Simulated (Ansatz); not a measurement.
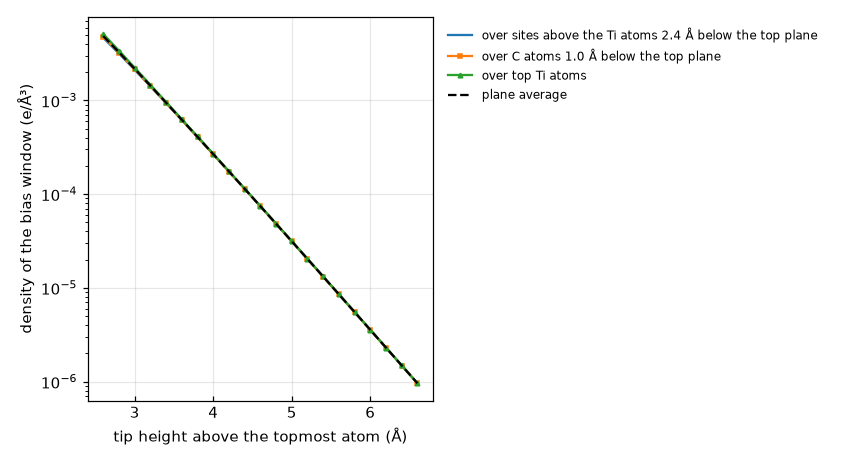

Approach curves over TiC(111) (Fm-3m bulk, 9 atomic planes (those closer than 0.6 Å count as one), 10 Å, Ti-terminated, slab composition Ti5C4) at a sample bias of +1.50 V.

The STM signal is simulated in the Tersoff–Hamann approximation. Bias windows are sharp sums over the levels of the k mesh.

Method: Ansatz, DFT PBEsol, scalar-relativistic, plane waves, PAW. Cutoff 420 eV, 21 × 21 k-points, Gaussian smearing 0.1 eV, dipole correction. The slab is a cut without reconstruction beyond its cell, at the source's lattice constants, with its lower half held fixed and the rest relaxed. No spin polarisation. The run warns that the functional's potential is rough in the thin density of the vacuum, where the tip is; weak contrasts and barriers may feel it.

Input file:

```yaml
crystal:
  lattice:
    - [3.06035815, 0.0, 0.0]
    - [-1.53017907, 2.6503479, 0.0]
    - [0.0, 0.0, 27.9950878984]
  atoms:
    - { symbol: Ti, position: [0.666666666, 0.333333333, 0.3214849702] }
    - { symbol: C, position: [0.0, 0.0, 0.3661137302] }
    - { symbol: Ti, position: [0.333333333, 0.666666667, 0.4107424901] }
    - { symbol: C, position: [0.666666666, 0.333333333, 0.4553712401] }
    - { symbol: Ti, position: [0.0, 0.0, 0.4979426495] }
    - { symbol: C, position: [0.333333333, 0.666666667, 0.5430596338] }
    - { symbol: Ti, position: [0.666666666, 0.333333333, 0.5841300704] }
    - { symbol: C, position: [0.0, 0.0, 0.6335159576] }
    - { symbol: Ti, position: [0.333333333, 0.666666667, 0.6691335325] }
basis:
  ecutwfc: 420.0
  fft_grid_basis: typed
kpoints:
  mp_grid: { grid: [21, 21, 1] }
hamiltonian:
  xc: pbesol
  pseudopotentials: { kind: paw }
scf:
  occupations: { method: gaussian, width: 0.1 }
output:
  forces: true
  eigenvalues: true
  band_densities:
    - { e_range: [-2.0, -1.0] }
    - { e_range: [-1.0, -0.5] }
    - { e_range: [-0.5, -0.25] }
    - { e_range: [-0.25, 0.0] }
    - { e_range: [0.0, 0.25] }
    - { e_range: [0.25, 0.5] }
    - { e_range: [0.5, 1.0] }
    - { e_range: [1.0, 1.5] }
  band_residual_tolerance: 1.0e-05
  write_potential: true
  elf: true
  write_density: true
  volumetric_format: npy
efield:
  axis: 3
  dipole_correction: true
  ramp_width: 0.04
checkpoint:
  read: start.run
  write: ck
  compress: false
  write_wavefunctions: false
  write_every: 100000
```

Run with:

```sh
ansatz run input.yaml --threads 1 --pin off --max-ram 2211MiB --backend cpu --events-out ev --progress --plain --runs-dir out
```

This last single point, started from the relaxation's saved density, took 3.4 min on 1 thread of Arm Neoverse N1 (shared host), peak memory 0.63 GiB.

**Estimate the decay constant and the apparent barrier, and compare with the vacuum level, which the run puts 4.68 eV above zero bias.**

Near 4 Å the plane average falls as exp(−2.12 z/Å), a factor of 8.3 per ångström, which gives an apparent barrier of 4.3 eV (0.952 eV Å² times the slope squared). The upper edge of the window lies 3.18 eV under the vacuum level. The apparent barrier is above 3.18 eV. At 4 Å the 0.50 eV of states nearest the upper edge carry 57 % of the density.
